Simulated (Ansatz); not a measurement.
Ru

The calculation's input:

```
crystal:
  lattice:
    - [-1.4957593505, 1.4957593505, 1.4957593505]
    - [1.4957593505, -1.4957593505, 1.4957593505]
    - [1.4957593505, 1.4957593505, -1.4957593505]
  atoms:
    - { symbol: Ru, position: [0.0, 0.0, 0.0] }
hamiltonian:
  xc: r2scan
  pseudopotentials:
    kind: paw
    azcp:
      Ru: "pseudopotentials/Ru.paw.azcp"
basis:
  ecutwfc: 500
  fft_grid_basis: typed
kpoints:
  mp_grid: { grid: [16, 16, 16], shift: [0, 0, 0] }
magnetization:
  spin_polarized: false
scf:
  occupations: { method: fermi_dirac, width: 0.1 }
  lower_state_search: "off"
output:
  stress: true
  write_density: true
  write_potential: true
  elf: true
  volumetric_format: npy
```

Command:

```sh
ansatz run input.yaml --threads 1 --pin off --max-ram 3584MiB --backend cpu --events-out ev --progress --plain --runs-dir out
```

Below, planes, directions and counts refer to the conventional cell (a = 2.99 Å, b = 2.99 Å, c = 2.99 Å, α = 90.00°, β = 90.00°, γ = 90.00°).

Space group Im-3m; set up as Ru, bcc; a generated structure, not necessarily the stable one; changed on purpose from its base cell (volume × 0.96); computed pressure about 14 GPa in this cell; computed without spin polarisation.

Method: Ansatz 0.2.0, DFT, r2SCAN, plane waves (500 eV) with PAW, scalar-relativistic.

> What will maps of the valence pseudo-density and electron localisation function show?

Ru–Ru (2.59 Å): ρ at the midpoint is about 0.46 e/Å³; the ELF is about 0.30 at the midpoint (no shared electron pair shows on this line).

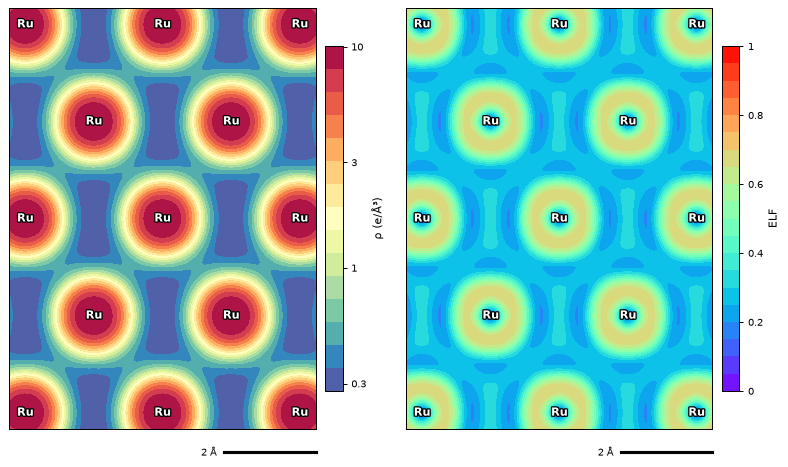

Computed valence pseudo-density and electron localisation function on the (110) plane of the conventional cell, in this order. 

The density is the valence pseudo-density of a PAW calculation; it isn't the true density close to the nuclei.
